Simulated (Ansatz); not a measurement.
# Sn3H: a trial structure relaxed, part 2 of 2

Where does this trial cell of Sn3H go when cell and atoms are let free?

Ansatz 0.2.0; DFT PBE, scalar-relativistic, plane waves, PAW. Earlier steps stand in the parts before.

**4. Relaxation on the finer mesh**

The end of the coarse run is made exact in the group found at a tolerance of 0.06 Å and reduced to its primitive cell.

The input, input.yaml:

```yaml
crystal:
  lattice:
    - [6.2642842872, 0.0, 0.0]
    - [-3.1321421436, 5.4250293292, 0.0]
    - [0.0, 0.0, 5.3595688219]
  atoms:
    - { symbol: Sn, position: [0.1679582775, 0.3359165549, 0.25] }
    - { symbol: Sn, position: [0.1679582775, 0.8320417225, 0.25] }
    - { symbol: Sn, position: [0.6640834451, 0.8320417225, 0.25] }
    - { symbol: Sn, position: [0.8320417225, 0.6640834451, 0.75] }
    - { symbol: Sn, position: [0.8320417225, 0.1679582775, 0.75] }
    - { symbol: Sn, position: [0.3359165549, 0.1679582775, 0.75] }
    - { symbol: H, position: [0.3333333333, 0.6666666667, 0.75] }
    - { symbol: H, position: [0.6666666667, 0.3333333333, 0.25] }
basis:
  ecutwfc: 420
kpoints:
  mp_grid: { grid: [6, 6, 8] }
hamiltonian:
  xc: pbe
scf:
  occupations: { method: gaussian, width: 0.1 }
output:
  forces: true
  stress: true
  eigenvalues: true
relax:
  adjacent_minimum: "off"
  f_tol: 0.01
  max_steps: 80
  cell: { stress_tol: 0.05 }
```

Command:

```bash
$ ansatz run input.yaml --threads 1 --pin off --max-ram 2560MiB --backend cpu --events-out ev --progress --plain --runs-dir out
```

Output:

```text
Warning: RAYON_NUM_THREADS=1 ignored (pool sized by the plan → 1); use --threads N
[... 9 set-up lines as earlier in the session ...]
Crystal: 8 atoms, lattice volume = 182.139 Å³
Basis set: ecut = 420 eV, 3545 PW (Γ), exchange–correlation on 90×90×72 points (8 copies of the dense FFT grid, shifted against one another)
Bands: 52, of which v1, the nominal top of the filled ones, is band 43 counted from 1 (42 counted from 0)
[... 1 set-up line as earlier in the session ...]
Space group: P63/mmc (ITA 194), of the structure as read, at distance tolerance 5.7e-5 Å
k-points: 35 of 288
[... 8 set-up lines as earlier in the session ...]
SCF iter   1: F=—  HF=-36173.154168 eV  |F-HF|=—  |Δ(HF+E_count)|=         —  Δρ=1.68e-3  dr2=5.05e-3  ethr=1.77e-3  ⟨swp⟩=7.5  Hψ=7227  notcnv=0  defer=2
preconditioner: auto → Kerker (q_TF=auto, 2.408 Å⁻¹)  [metal: Δε(μ)=0.065 eV  Ē_g=18.702 eV  σ=0.100 eV  W_gap=0.35  n_scr=46 (ndim 8)  ℏωp=25.5 eV  f_vac=0.000  D(μ)=4.47/eV (n_scr^D=26)]
SCF iter   2: F=—  HF=-36173.150114 eV  |F-HF|=—  |Δ(HF+E_count)|=   4.05e-3  Δρ=9.21e-4  dr2=1.74e-3  ethr=5.88e-6  ⟨swp⟩=2.0  Hψ=3556  notcnv=0  defer=3
SCF iter   3: F=—  HF=-36173.150109 eV  |F-HF|=—  |Δ(HF+E_count)|=   5.12e-6  Δρ=4.95e-4  dr2=5.42e-4  ethr=2.02e-6  ⟨swp⟩=2.1  Hψ=3253  notcnv=0  defer=3
SCF iter   4: F=—  HF=-36173.150209 eV  |F-HF|=—  |Δ(HF+E_count)|=   1.00e-4  Δρ=1.50e-4  dr2=4.05e-5  ethr=6.30e-7  ⟨swp⟩=3.0  Hψ=3340  notcnv=0  defer=3
SCF iter   5: F=—  HF=-36173.150192 eV  |F-HF|=—  |Δ(HF+E_count)|=   1.70e-5  Δρ=5.33e-5  dr2=4.99e-6  ethr=4.71e-8  ⟨swp⟩=3.0  Hψ=3396  notcnv=0  defer=3
SCF iter   6: F=—  HF=-36173.150191 eV  |F-HF|=—  |Δ(HF+E_count)|=   1.44e-6  Δρ=1.63e-5  dr2=2.87e-7  ethr=5.80e-9  ⟨swp⟩=2.0  Hψ=3249  notcnv=0  defer=3
SCF iter   7: F=-36173.150191 eV  HF=-36173.150191 eV  |F-HF|=4.68e-8  |Δ(HF+E_count)|=   1.14e-7  Δρ=6.09e-6  dr2=4.12e-8  ethr=1.16e-10  ⟨swp⟩=10.1  Hψ=7249  notcnv=0
SCF 1 converged in 7 iterations: F = -36173.150191 eV  dr2 = 4.12e-8
relax step   1: F+E_penalty+E_count = -36173.15019065 eV  Δ(F+E_penalty+E_count) = +0.000e0 eV  max|allowed force component| = 2.200e-1 eV/Å  Δτ_max = 0.0000 Å  P = +0.278 GPa  Ω = 182.139 Å³  (7 SCF iters, dr2 threshold 1.00e-7 eV, accepted)
Crystal: 8 atoms, lattice volume = 182.495 Å³
Basis set: ecut = 420 eV, 3605 PW (Γ), exchange–correlation on 90×90×72 points (8 copies of the dense FFT grid, shifted against one another)
[... 2 set-up lines as earlier in the session ...]
iter 1 solved again at ethr=1.62e-5 eV; its pass at ethr=3.10e-3 eV (dr2=1.40e-2 eV) is discarded
SCF iter   1: F=—  HF=-36173.266332 eV  |F-HF|=—  |Δ(HF+E_count)|=         —  Δρ=2.41e-3  dr2=1.41e-2  ethr=1.62e-5  ⟨swp⟩=1.9  Hψ=11059  notcnv=0
preconditioner: auto → Kerker (q_TF=auto, 2.407 Å⁻¹)  [metal: Δε(μ)=0.031 eV  Ē_g=18.688 eV  σ=0.100 eV  W_gap=0.17  n_scr=44 (ndim 8)  ℏωp=25.5 eV  f_vac=0.000  D(μ)=5.54/eV (n_scr^D=44)]
SCF iter   2: F=—  HF=-36173.265033 eV  |F-HF|=—  |Δ(HF+E_count)|=   1.30e-3  Δρ=1.54e-3  dr2=6.07e-3  ethr=1.62e-5  ⟨swp⟩=1.0  Hψ=1820  notcnv=0
SCF iter   3: F=—  HF=-36173.264131 eV  |F-HF|=—  |Δ(HF+E_count)|=   9.02e-4  Δρ=2.11e-4  dr2=2.07e-4  ethr=7.05e-6  ⟨swp⟩=2.0  Hψ=2278  notcnv=0
SCF iter   4: F=—  HF=-36173.264105 eV  |F-HF|=—  |Δ(HF+E_count)|=   2.66e-5  Δρ=8.51e-5  dr2=2.73e-5  ethr=2.40e-7  ⟨swp⟩=2.1  Hψ=2188  notcnv=0
SCF iter   5: F=—  HF=-36173.264104 eV  |F-HF|=—  |Δ(HF+E_count)|=   6.32e-7  Δρ=1.79e-5  dr2=9.98e-7  ethr=3.17e-8  ⟨swp⟩=2.0  Hψ=2271  notcnv=0
SCF iter   6: F=-36173.264104 eV  HF=-36173.264104 eV  |F-HF|=4.58e-9  |Δ(HF+E_count)|=   6.52e-8  Δρ=7.97e-6  dr2=1.09e-7  ethr=9.30e-10  ⟨swp⟩=7.9  Hψ=8083  notcnv=0
SCF 2 converged in 6 iterations: F = -36173.264104 eV  dr2 = 1.09e-7
relax step   2: F+E_penalty+E_count = -36173.26410396 eV  Δ(F+E_penalty+E_count) = -1.139e-1 eV  max|allowed force component| = 6.125e-2 eV/Å  Δτ_max = 0.0502 Å  P = -0.233 GPa  Ω = 182.495 Å³  energy of the carried Pulay correction = -1.090e-4 eV  (6 SCF iters, dr2 threshold 8.00e-7 eV, accepted)
Crystal: 8 atoms, lattice volume = 181.662 Å³
iter 1 solved again at ethr=7.53e-7 eV; its pass at ethr=3.10e-3 eV (dr2=6.48e-4 eV) is discarded
SCF iter   1: F=—  HF=-36173.268713 eV  |F-HF|=—  |Δ(HF+E_count)|=         —  Δρ=3.48e-4  dr2=6.18e-4  ethr=7.53e-7  ⟨swp⟩=3.3  Hψ=8945  notcnv=0
preconditioner: auto → Kerker (q_TF=auto, 2.409 Å⁻¹)  [metal: Δε(μ)=0.027 eV  Ē_g=18.711 eV  σ=0.100 eV  W_gap=0.15  n_scr=44 (ndim 8)  ℏωp=25.5 eV  f_vac=0.000  D(μ)=4.92/eV (n_scr^D=26)]
SCF iter   2: F=—  HF=-36173.268646 eV  |F-HF|=—  |Δ(HF+E_count)|=   6.71e-5  Δρ=2.22e-4  dr2=2.74e-4  ethr=7.19e-7  ⟨swp⟩=1.0  Hψ=1820  notcnv=0
SCF iter   3: F=—  HF=-36173.268601 eV  |F-HF|=—  |Δ(HF+E_count)|=   4.43e-5  Δρ=4.18e-5  dr2=1.19e-5  ethr=3.18e-7  ⟨swp⟩=2.0  Hψ=2159  notcnv=0
SCF iter   4: F=—  HF=-36173.268583 eV  |F-HF|=—  |Δ(HF+E_count)|=   1.84e-5  Δρ=1.73e-5  dr2=6.19e-7  ethr=1.39e-8  ⟨swp⟩=2.0  Hψ=2200  notcnv=0
SCF iter   5: F=-36173.268583 eV  HF=-36173.268583 eV  |F-HF|=1.69e-9  |Δ(HF+E_count)|=   1.98e-7  Δρ=4.11e-6  dr2=4.07e-8  ethr=2.84e-10  ⟨swp⟩=7.5  Hψ=7098  notcnv=0
SCF 3 converged in 5 iterations: F = -36173.268583 eV  dr2 = 4.07e-8
relax step   3: F+E_penalty+E_count = -36173.26858321 eV  Δ(F+E_penalty+E_count) = -4.479e-3 eV  max|allowed force component| = 2.191e-2 eV/Å  Δτ_max = 0.0084 Å  P = +0.003 GPa  Ω = 181.662 Å³  energy of the carried Pulay correction = +1.464e-4 eV  (5 SCF iters, dr2 threshold 2.44e-7 eV, accepted)
[... 11 lines left out ...]
relax step   4: F+E_penalty+E_count = -36173.23705240 eV  Δ(F+E_penalty+E_count) = +3.153e-2 eV  max|allowed force component| = 2.707e-1 eV/Å  Δτ_max = 0.0400 Å  P = +0.851 GPa  Ω = 179.340 Å³  energy of the carried Pulay correction = +8.641e-4 eV  (6 SCF iters, dr2 threshold 4.16e-7 eV, rejected (line search))
[... 14 lines left out ...]
relax step   5: F+E_penalty+E_count = -36173.27384068 eV  Δ(F+E_penalty+E_count) = -5.257e-3 eV  max|allowed force component| = 2.423e-2 eV/Å  Δτ_max = 0.0077 Å  P = +0.102 GPa  Ω = 181.328 Å³  energy of the carried Pulay correction = +2.489e-4 eV  (9 SCF iters, accepted)
[... 10 lines left out ...]
relax step   6: F+E_penalty+E_count = -36173.27382415 eV  Δ(F+E_penalty+E_count) = +1.653e-5 eV  max|allowed force component| = 1.778e-2 eV/Å  Δτ_max = 0.0065 Å  P = -0.005 GPa  Ω = 181.809 Å³  energy of the carried Pulay correction = +1.011e-4 eV  (5 SCF iters, dr2 threshold 5.90e-8 eV, accepted)
[... 9 lines left out ...]
relax step   7: F+E_penalty+E_count = -36173.27414573 eV  Δ(F+E_penalty+E_count) = -3.216e-4 eV  max|allowed force component| = 3.111e-3 eV/Å  Δτ_max = 0.0037 Å  P = -0.007 GPa  Ω = 181.773 Å³  energy of the carried Pulay correction = +1.122e-4 eV  (5 SCF iters, dr2 threshold 3.77e-8 eV, accepted)
[... 1 set-up line as earlier in the session ...]
iter 1 solved again at ethr=6.76e-7 eV; its pass at ethr=3.10e-3 eV (dr2=5.81e-4 eV) is discarded
SCF iter   1: F=—  HF=-36173.274292 eV  |F-HF|=—  |Δ(HF+E_count)|=         —  Δρ=7.04e-5  dr2=7.08e-7  ethr=6.76e-7  ⟨swp⟩=3.0  Hψ=11091  notcnv=0
eigensolver tolerance schedule: the retry pair's looser diagonalisation over-reported the residual by 819.98 of it (diagonalisation noise at 0.22 of the residual, at the tolerance the schedule requests for it); recorded, not acted on — ethr = c·dr2/N_el stays at c = 1.0e-1
preconditioner: auto → Kerker (q_TF=auto, 2.408 Å⁻¹)  [metal: Δε(μ)=0.061 eV  Ē_g=18.708 eV  σ=0.100 eV  W_gap=0.31  n_scr=44 (ndim 8)  ℏωp=25.5 eV  f_vac=0.000  D(μ)=3.55/eV (n_scr^D=20)]
SCF iter   2: F=—  HF=-36173.274313 eV  |F-HF|=—  |Δ(HF+E_count)|=   2.12e-5  Δρ=3.71e-5  dr2=2.06e-7  ethr=8.23e-10  ⟨swp⟩=3.0  Hψ=3588  notcnv=0
SCF iter   3: F=—  HF=-36173.274323 eV  |F-HF|=—  |Δ(HF+E_count)|=   1.02e-5  Δρ=2.30e-6  dr2=4.11e-9  ethr=2.40e-10  ⟨swp⟩=2.5  Hψ=3122  notcnv=0
SCF iter   4: F=—  HF=-36173.274323 eV  |F-HF|=—  |Δ(HF+E_count)|=   1.76e-9  Δρ=7.23e-7  dr2=4.33e-10  ethr=4.78e-12  ⟨swp⟩=2.0  Hψ=3333  notcnv=0
SCF iter   5: F=—  HF=-36173.274323 eV  |F-HF|=—  |Δ(HF+E_count)|=   3.56e-9  Δρ=1.62e-7  dr2=9.48e-11  ethr=1.00e-12  ⟨swp⟩=6.7  Hψ=7596  notcnv=0
SCF iter   6: F=-36173.274323 eV  HF=-36173.274323 eV  |F-HF|=0.00e0  |Δ(HF+E_count)|=  7.28e-12  Δρ=8.32e-8  dr2=1.49e-11  ethr=1.00e-12  ⟨swp⟩=5.0  Hψ=5560  notcnv=0
SCF 8 converged in 6 iterations: F = -36173.274323 eV  dr2 = 1.49e-11
relax step   8: F+E_penalty+E_count = -36173.27432294 eV  Δ(F+E_penalty+E_count) = -1.772e-4 eV  max|allowed force component| = 2.971e-3 eV/Å  Δτ_max = 0.0000 Å  P = -0.007 GPa  Ω = 181.773 Å³  stress off target by 2.83e-2 GPa  SCF on the basis re-selected at this cell (its energy is not comparable with the rows above)  (6 SCF iters)
basis re-selected at this cell: Δ(F+E_penalty+E_count) = -1.772e-4 eV, ΔP = -0.000 GPa vs the last step (what re-selecting the basis moved, of the pressure what is left beyond the Pulay correction that the steps carried, after the strain that the cell walked since its last selection, with what the two solves' SCF thresholds leave and, on support functions, any second-order correction that the steps lacked; it is no measure of the basis error at this ecutwfc). This SCF's stress stands 2.83e-2 GPa from its target on what of the cell is left free (relax.cell.stress_tol is 5.00e-2 GPa) and its largest allowed force component is 2.97e-3 eV/Å (relax.f_tol is 1.00e-2 eV/Å): within both
SCF converged after 6 iterations
Free energy (F): -36173.274323 eV
Harris-Foulkes:  -36173.274323 eV  (|F-HF|=0.00e0)
Internal energy: -36173.256554 eV  (E = F + TS)
E sigma→0 (E₀):  -36173.265439 eV
Entropy (-TS):   -0.017769 eV (-2.221 meV/atom)
Fermi energy:    9.241970 eV
--- Per-component energies (eV) ---
  E_band       = -600.149282
  E_kinetic    = 1138.038601
  E_local      = -5716.046545  (includes V_loc(G=0)·N_el)
  E_nonlocal   = -193.281762
  E_hartree    = 3444.573922
  E_xc         = -2311.888868
  E_vxc        = -596.852341  (∫ρ·V_xc dr)
  E_paw        = -24811.630796  (= ΣΔE_a)
  E_vpaw       = -2121.153184  (= ΣTr[D̂ρ^β])
  E_aug_tail   = -0.001868  (compensation charges beyond the density's cutoff)
  E_ewald      = -7723.019239
  E_smearing   = -0.017769  (= −TS)
  E_closure    = 0.000000  (closes the sum)
  Σ components = -36173.274323   (vs F -36173.274323, Δ=0.00e0)
--- Forces (eV/Å), atoms counted from 1 ---
  atom   1  Sn    -0.00000000    -0.00297137     0.00000000
  atom   2  Sn    -0.00257328     0.00148569     0.00000000
  atom   3  Sn     0.00257328     0.00148569     0.00000000
  atom   4  Sn     0.00000000     0.00297137     0.00000000
  atom   5  Sn     0.00257328    -0.00148569     0.00000000
  atom   6  Sn    -0.00257328    -0.00148569     0.00000000
  atom   7  H     -0.00000000    -0.00000000     0.00000000
  atom   8  H      0.00000000     0.00000000     0.00000000
  max |Σ_I F_I| component: 1.52e-17 eV/Å
--- Stress (GPa, compression-positive) ---
       -0.024929      -0.000000       0.000000
       -0.000000      -0.024929       0.000000
        0.000000       0.000000       0.028323
  P = ⅓ Tr σ = -0.0072 GPa (-0.072 kbar)
--- Band table (eV; the first three rows and the last of 35) ---
  k-point 0: bands = ["-12.3461", "-12.3287", "-12.3287", "-12.2830", "-12.2699", "-12.2611", "-12.2611", "-12.2480", "-12.2370", "-12.2370", "-12.2035", "-12.1936", "-12.1936", "-12.1490", "-12.1221", "-12.1192", "-12.1192", "-12.1153", "-12.1153", "-12.0950", "-12.0950", "-12.0680", "-12.0680", "-12.0494", "-12.0494", "-12.0223", "-12.0095", "-12.0095", "-12.0028", "-11.9995", "-1.5701", "2.5545", "2.5545", "2.6511", "4.1826", "4.1826", "4.4989", "5.5488", "6.1239", "8.8316", "8.9092", "8.9092", "9.0134", "9.1788", "9.1788", "9.6330", "9.6330", "11.8503", "11.8503", "12.5507", "12.6416", "13.4559"]
  k-point 1: bands = ["-12.3431", "-12.3265", "-12.3265", "-12.2837", "-12.2722", "-12.2661", "-12.2661", "-12.2394", "-12.2362", "-12.2362", "-12.1963", "-12.1963", "-12.1949", "-12.1655", "-12.1185", "-12.1185", "-12.1155", "-12.1155", "-12.1137", "-12.0914", "-12.0914", "-12.0641", "-12.0641", "-12.0579", "-12.0579", "-12.0279", "-12.0058", "-12.0039", "-12.0039", "-11.9999", "-1.4803", "2.2781", "2.6389", "2.6389", "4.2277", "4.2277", "4.5772", "5.2801", "6.9949", "7.7527", "7.7527", "8.5338", "8.7041", "9.0662", "9.0662", "10.5354", "10.5354", "12.4690", "12.4690", "12.7521", "12.8742", "13.9005"]
  k-point 2: bands = ["-12.3346", "-12.3205", "-12.3205", "-12.2845", "-12.2774", "-12.2774", "-12.2767", "-12.2340", "-12.2340", "-12.2146", "-12.2035", "-12.2035", "-12.1944", "-12.1741", "-12.1178", "-12.1178", "-12.1176", "-12.1176", "-12.1079", "-12.0855", "-12.0855", "-12.0716", "-12.0716", "-12.0505", "-12.0502", "-12.0502", "-12.0080", "-12.0012", "-11.9976", "-11.9976", "-1.2115", "1.4711", "2.8883", "2.8883", "4.3041", "4.3041", "4.8009", "5.2642", "6.7784", "6.7784", "7.8965", "8.0612", "8.1096", "8.1096", "8.4830", "12.1406", "12.1406", "13.0800", "13.3954", "13.4859", "13.4859", "14.9577"]
  k-point 34: bands = ["-12.2839", "-12.2839", "-12.2665", "-12.2665", "-12.2230", "-12.2230", "-12.2218", "-12.2218", "-12.1978", "-12.1978", "-12.1831", "-12.1831", "-12.1568", "-12.1568", "-12.1507", "-12.1507", "-12.1368", "-12.1368", "-12.1174", "-12.1174", "-12.1088", "-12.1088", "-12.1056", "-12.1056", "-12.0770", "-12.0770", "-12.0513", "-12.0513", "-12.0225", "-12.0225", "1.0326", "1.0326", "1.2118", "1.2118", "2.7460", "2.7460", "6.5377", "6.5377", "7.3780", "7.3780", "8.4130", "8.4130", "10.6972", "10.6972", "11.4599", "11.4599", "12.0180", "12.0180", "12.1777", "12.1777", "12.5115", "12.5115"]
--- Relaxed structure (7 steps of the walk, 6 accepted, 1 SCFs on fresh bases) ---
  F+E_penalty+E_count = -36173.27432294 eV   max|allowed force component| = 2.971e-3 eV/Å   (the final SCF, on the basis selected at the relaxed cell)
  cell:  # Å, volume = 181.7731 Å³
    - [6.383966233878229, 0.0, 0.0]
    - [-3.1919831169391144, 5.528676935440616, 0.0]
    - [0.0, 0.0, 5.15012592098152]
  atoms:
    - { symbol: Sn, position: [0.17083505789577616, 0.3416701157915523, 0.25] }
    - { symbol: Sn, position: [0.17083505789577605, 0.8291649421042236, 0.25] }
    - { symbol: Sn, position: [0.6583298842084475, 0.8291649421042236, 0.25] }
    - { symbol: Sn, position: [0.829164942104224, 0.6583298842084476, 0.7500000000000001] }
    - { symbol: Sn, position: [0.8291649421042239, 0.17083505789577616, 0.7500000000000001] }
    - { symbol: Sn, position: [0.3416701157915523, 0.17083505789577616, 0.7500000000000001] }
    - { symbol: H, position: [0.3333333333333333, 0.6666666666666666, 0.7500000000000001] }
    - { symbol: H, position: [0.6666666666666666, 0.3333333333333333, 0.25] }
```

Wall time 2 min (1 thread of Arm Neoverse V2, shared host); peak memory 0.56 GiB.

Step by step:

```csv
step,E - E(step 1) (eV/cell),largest force component (eV/Å),pressure (GPa),volume (Å³)
1,0.0000,0.2200,0.28,182.14
2,-0.1139,0.0612,-0.23,182.50
3,-0.1184,0.0219,0.00,181.66
4,-0.0869,0.2707,0.85,179.34
5,-0.1237,0.0242,0.10,181.33
6,-0.1236,0.0178,0.00,181.81
7,-0.1240,0.0031,-0.01,181.77
8,-0.1241,0.0030,-0.01,181.77
```

Step 1 is the start. Step 8 repeats the geometry before it on a plane-wave basis chosen anew for that cell, so its energy need not be comparable with the rows above. Step 4 was tried and not accepted.

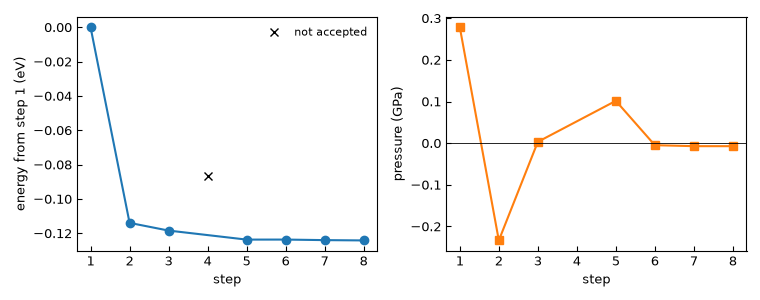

Energy and pressure along the relaxation.

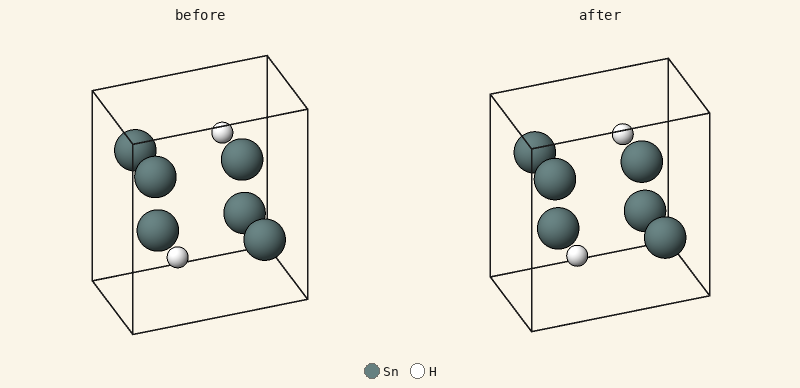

The structure before (left) and after (right) the relaxation, drawn at the same scale.

|  | before | after | change |
| --- | --- | --- | --- |
| a (Å) | 6.264 | 6.384 | +1.9 % |
| b (Å) | 6.264 | 6.384 | +1.9 % |
| c (Å) | 5.360 | 5.150 | -3.9 % |
| volume (Å³/atom) | 22.77 | 22.72 | -0.2 % |
| shortest distance (Å) | 3.108 | 3.112 | +0.1 % |
| space group (0.01 Å) | P6_3/mmc | P6_3/mmc | same |

Forces and stress were held to the start's 24 operations: a distortion of lower symmetry was not tested.

**5. Variant: lower_state_search light**

The input, input.yaml:

```yaml
crystal:
  lattice:
    - [6.3839662339, 0.0, 0.0]
    - [-3.1919831169, 5.5286769354, 0.0]
    - [0.0, 0.0, 5.150125921]
  atoms:
    - { symbol: Sn, position: [0.1708350579, 0.3416701158, 0.25] }
    - { symbol: Sn, position: [0.1708350579, 0.8291649421, 0.25] }
    - { symbol: Sn, position: [0.6583298842, 0.8291649421, 0.25] }
    - { symbol: Sn, position: [0.8291649421, 0.6583298842, 0.75] }
    - { symbol: Sn, position: [0.8291649421, 0.1708350579, 0.75] }
    - { symbol: Sn, position: [0.3416701158, 0.1708350579, 0.75] }
    - { symbol: H, position: [0.3333333333, 0.6666666667, 0.75] }
    - { symbol: H, position: [0.6666666667, 0.3333333333, 0.25] }
basis:
  ecutwfc: 420
kpoints:
  mp_grid: { grid: [6, 6, 8] }
hamiltonian:
  xc: pbe
scf:
  occupations: { method: gaussian, width: 0.1 }
  lower_state_search: light
output:
  forces: true
  eigenvalues: true
  stress: true
```

Command:

```bash
$ ansatz run input.yaml --threads 1 --pin off --max-ram 2560MiB --backend cpu --events-out ev --progress --plain --runs-dir out
```

Output, shortened:

```text
Warning: RAYON_NUM_THREADS=1 ignored (pool sized by the plan → 1); use --threads N
[...]
[... 4 set-up lines as earlier in the session ...]
[...]
Crystal: 8 atoms, lattice volume = 181.773 Å³
Basis set: ecut = 420 eV, 3557 PW (Γ), exchange–correlation on 90×90×72 points (8 copies of the dense FFT grid, shifted against one another)
Bands: 52, of which v1, the nominal top of the filled ones, is band 43 counted from 1 (42 counted from 0)
[... 2 set-up lines as earlier in the session ...]
k-points: 35 of 288
[...]
SCF iter   1: F=—  HF=-36173.279965 eV  |F-HF|=—  |Δ(HF+E_count)|=         —  Δρ=2.18e-3  dr2=1.30e-2  ethr=1.77e-3  ⟨swp⟩=7.5  Hψ=7195  notcnv=0  defer=5
[...]
SCF converged after 7 iterations
Free energy (F): -36173.274323 eV
[...]
E sigma→0 (E₀):  -36173.265439 eV
Entropy (-TS):   -0.017769 eV (-2.221 meV/atom)
Fermi energy:    9.241965 eV
[...]
--- Forces (eV/Å), atoms counted from 1 ---
  atom   1  Sn    -0.00000000    -0.00297573    -0.00000000
  atom   2  Sn    -0.00257706     0.00148786     0.00000000
  atom   3  Sn     0.00257706     0.00148786     0.00000000
  atom   4  Sn     0.00000000     0.00297573     0.00000000
  atom   5  Sn     0.00257706    -0.00148786    -0.00000000
  atom   6  Sn    -0.00257706    -0.00148786    -0.00000000
  atom   7  H     -0.00000000    -0.00000000     0.00000000
  atom   8  H      0.00000000     0.00000000    -0.00000000
[...]
--- Stress (GPa, compression-positive) ---
       -0.024942      -0.000000      -0.000000
       -0.000000      -0.024942      -0.000000
       -0.000000      -0.000000       0.028323
  P = ⅓ Tr σ = -0.0072 GPa (-0.072 kbar)
--- Band table (eV; the first three rows and the last of 35) ---
[...]
```

Run time: 13 s. Hardware: 1 thread of Arm Neoverse V2, shared host; peak memory 0.53 GiB.

```tsv
run	ending	energy change	pressure (GPa)	gap (eV)	force (eV/Å)	cycles	time
step 4	converged	0	0.0	0.00	0.00	-	2 min
variant	converged	0.0 meV/atom	0.0	0.00	0.00	7	13 s
```

The changed input (search for lower states) leaves the energy the same to the digits printed.

**6. Results**

The summary covers parts 1 to 2. Changes of volume or cell count from the first structure of part 1.

| quantity | value |
| --- | --- |
| symmetry at the end (tolerance 0.05 Å) | space group P6_3/mmc (No. 194) |
| conventional cell | a = 6.384 Å, b = 6.384 Å, c = 5.150 Å, α = 90.00°, β = 90.00°, γ = 120.00° |
| volume | 22.72 Å³/atom |
| energy over the elements (uncorrected; H, N, O, F and Cl as molecules), grey Sn | +0.47 eV/atom |
| gap on the mesh | none (metal) |

In words: The space group P6_3/mmc (No. 194) is kept, and the volume per atom grows by 7.7 % from the first guess. The formation energy is positive, so the separate elements lie lower. No finished test with a distortion of lower symmetry is shown, so the end may be a saddle point.
